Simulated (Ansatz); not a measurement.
NbP (8 atoms in the cell), run with Ansatz.

```
crystal:
  lattice:
    - [3.4139877823, 0.0, 0.0]
    - [0.0, 3.4139877823, 0.0]
    - [0.0, 0.0, 11.2298133228]
  atoms:
    - { symbol: Nb, position: [0.5, 0.5, 0.0007964994] }
    - { symbol: Nb, position: [0.0, 0.5, 0.7507964994] }
    - { symbol: Nb, position: [0.0, 0.0, 0.5007964994] }
    - { symbol: Nb, position: [0.5, 0.0, 0.2507964994] }
    - { symbol: P, position: [0.0, 0.0, 0.0818320756] }
    - { symbol: P, position: [0.5, 0.0, 0.8318320756] }
    - { symbol: P, position: [0.5, 0.5, 0.5818320756] }
    - { symbol: P, position: [0.0, 0.5, 0.3318320756] }
basis:
  ecutwfc: 420
kpoints:
  mp_grid: { grid: [10, 10, 4] }
hamiltonian:
  xc: pbe
scf:
  occupations: { method: gaussian, width: 0.1 }
  convergence: { dr2_threshold: 1.0e-20 }
  max_iter: 60
output:
  forces: true
  eigenvalues: true
  stress: true
```

Command:
```bash
ansatz run input.yaml --threads 1 --pin off --max-ram 2560MiB --backend cpu --events-out ev --progress --plain --runs-dir out
```

Will this run converge, and how?

Converged, in 15 iterations. The residual falls at every step. The input holds an odd setting (a threshold meant to be out of reach), but it does no harm here.

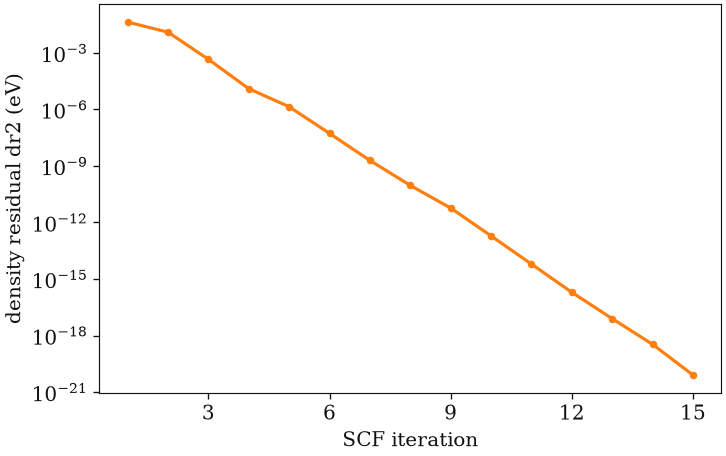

SCF iterations of a calculation: density residual dr2. The starting density is a sum of atomic densities corrected by a trained network.
